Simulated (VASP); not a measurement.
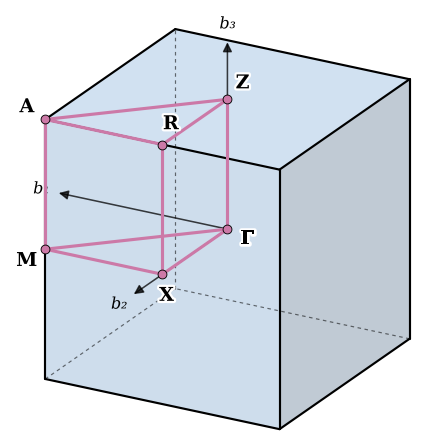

The first Brillouin zone and its special points. Crystal: CuO, coordinates from a relaxation with VASP Kohn-Sham DFT of a periodic cell, revTPSS, VASP PAW PBE potentials, recommended in VASP. All values are computed from the atomic coordinates in the standard setting (tolerance 0.002 Å).

Space group P4/mmm (No. 123); a = 4.111 Å, b = 4.111 Å, c = 3.915 Å, α = 90.00°, β = 90.00°, γ = 90.00°.

Labels and path follow the convention of Hinuma et al. (2017), as computed by seekpath; the arrows show the directions of the reciprocal primitive vectors b₁, b₂, b₃, in which coordinates are given; lengths include the factor 2π.

**List the special points with their coordinates and distances from Γ.**

```tsv
point	k₁	k₂	k₃	length of k (1/Å)
Γ	0	0	0	0.000
Z	0	0	1/2	0.802
M	1/2	1/2	0	1.081
A	1/2	1/2	1/2	1.346
R	0	1/2	1/2	1.108
X	0	1/2	0	0.764
```

**What is the zone's volume?**

(2π)³ over the primitive cell's volume of 66.15 Å³: 3.75 Å⁻³.
